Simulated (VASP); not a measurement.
System GaN (space group P6_3mc, No. 186); source of the atomic positions: the end point of a relaxation with VASP 6.6.1, VASP Kohn-Sham DFT of a periodic cell, TPSS, VASP PAW PBE potentials, recommended.

```
CELL_PARAMETERS angstrom
3.20263 0.00000 0.00000
-1.60132 2.77356 0.00000
0.00000 0.00000 5.22028
ATOMIC_POSITIONS crystal
Ga 0.66667 0.33333 0.49932
Ga 0.33333 0.66667 0.99932
N 0.66667 0.33333 0.87568
N 0.33333 0.66667 0.37568
```

Bonds are taken as Ga–N below 2.2 Å; no other contact counts. The graph is simplified in the usual way: terminal and isolated atoms are pruned, two-connected atoms become edges.

What net does this leave?

The result is a uninodal 4-connected, three-periodic net: Ga and N are 4-connected nodes. It is the lon net, known from lonsdaleite, wurtzite and tridymite. It is a single net, without interpenetration.

```
    node  links  point symbol  coordination sequence
Ga and N      4           6^6          4 12 25 44 67
```

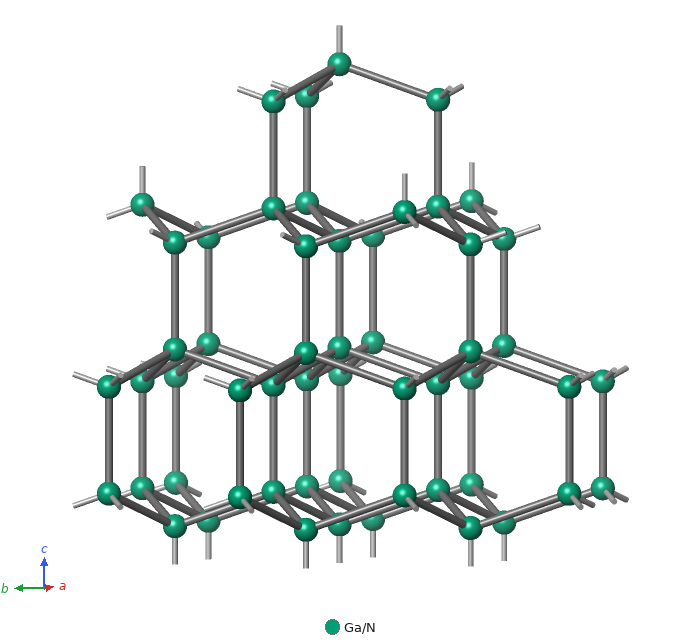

Nodes are coloured by topological kind. Short stubs are edges that leave the cut-out.
